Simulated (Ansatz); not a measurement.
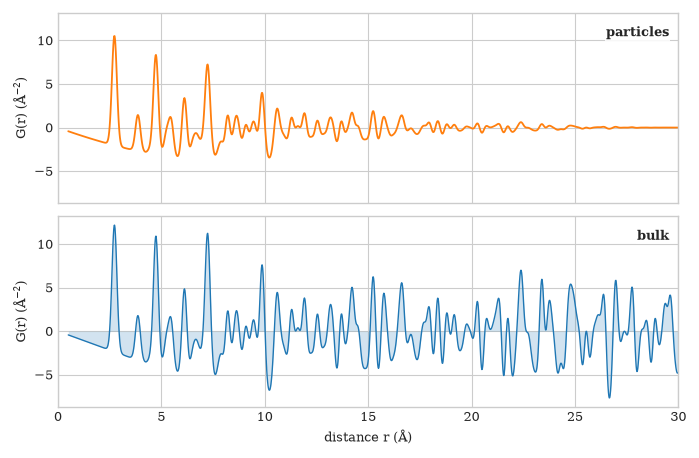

Computed X-ray G(r), with each pair weighted by the product of the atomic numbers (X-ray weights at Q = 0) and a uniform peak width σ = 0.12 Å, for spherical particles of Ir with the bulk structure: the bulk G(r) is multiplied by the envelope of a sphere of diameter D, 1 − 3r/2D + r³/2D³, with no surface relaxation. The number density is 0.0689 atoms per Å³. Basis of the simulation: the geometry relaxed with DFT PBE, scalar-relativistic, plane waves, PAW (Ansatz); the starting structure was generated, so it need not be a known form of this composition.

### How large are the particles?

About 30 Å (3.0 nm): the signal is half of the bulk amplitude at r ≈ 10.4 Å and vanishes at r = D, fading from view somewhat earlier.

### Roughly how many atoms does one particle hold?

About 970 (number density 0.0689 Å⁻³ times πD³/6).
